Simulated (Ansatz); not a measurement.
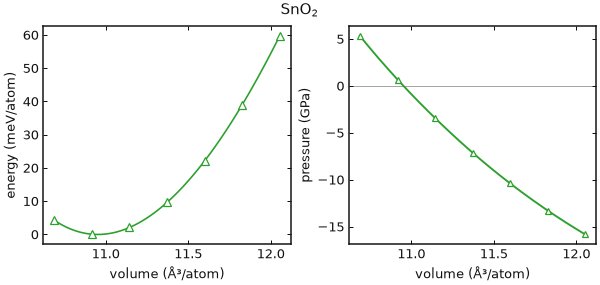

Computed with Ansatz 0.2.0: all-electron LAPW DFT, no spin polarisation; energies at scaled volumes of the given cell, shape and fractions fixed, counted from the fit's minimum, third-order Birch-Murnaghan fit. Level: PBEsol.

| setting | value |
| --- | --- |
| k mesh | 9×9×9 |
| occupations | Fermi–Dirac |
| smearing width | 0.05 eV |
| potentials | all electron LAPW, scalar relativistic |
| program settings | basis error eV/atom 0.002 |

Cell as given: a = 3.640 Å, b = 3.640 Å, c = 3.640 Å, α = 60.00°, β = 60.00°, γ = 60.00°; 3 atoms.

Figure. Energy and pressure against volume for SnO₂, space group Fm-3m (No. 225).

A third-order Birch–Murnaghan fit gives V0 = 10.95 Å³/atom, B0 = 206 GPa and B′ = 4.6. The energy is 4.26 meV/atom at volume 10.69 Å³/atom and 59.62 meV/atom at 12.05 Å³/atom; the lowest computed point is at volume 10.92 Å³/atom (0.09 meV/atom), and no other minimum shows. The pressure falls from 5.31 GPa at volume 10.69 Å³/atom to −15.83 GPa at 12.05 Å³/atom, and changes sign near 10.95 Å³/atom.
